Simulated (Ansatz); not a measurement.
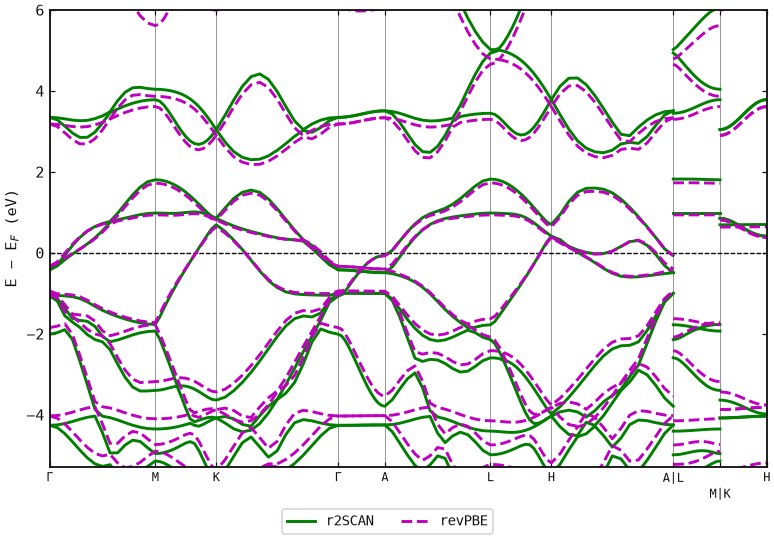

Band structures of CdI2-type MoS₂, space group P-3m1 (No. 164), 3 atoms in the cell (a = 3.227 Å, c = 6.312 Å (hexagonal axes)), by two methods on the same cell. Each is counted from its own Fermi level.

> What changes from one method to the other?

Both give a metal. Levels within 1 eV of the Fermi level in either run differ by 0.04 eV on average and by 0.09 eV at most (between Γ and A). Filled levels 1 to 5 eV under it lie 0.19 eV deeper on average in r2SCAN than in revPBE.

Settings. r2SCAN: Ansatz PAW, no spin polarisation, no spin-orbit coupling, 9×9×4 k mesh, 500 eV cutoff, Fermi-Dirac smearing of 0.05 eV (Ansatz 0.2.0). revPBE: Ansatz PAW, no spin polarisation, no spin-orbit coupling, 9×9×4 k mesh, 420 eV cutoff, Fermi-Dirac smearing of 0.05 eV (Ansatz 0.2.0).

Spin-orbit coupling is left out, which matters for Mo. The PAW data sets were made with another functional. The usual form of MoS2 is the layered 2H or 3R polytype.
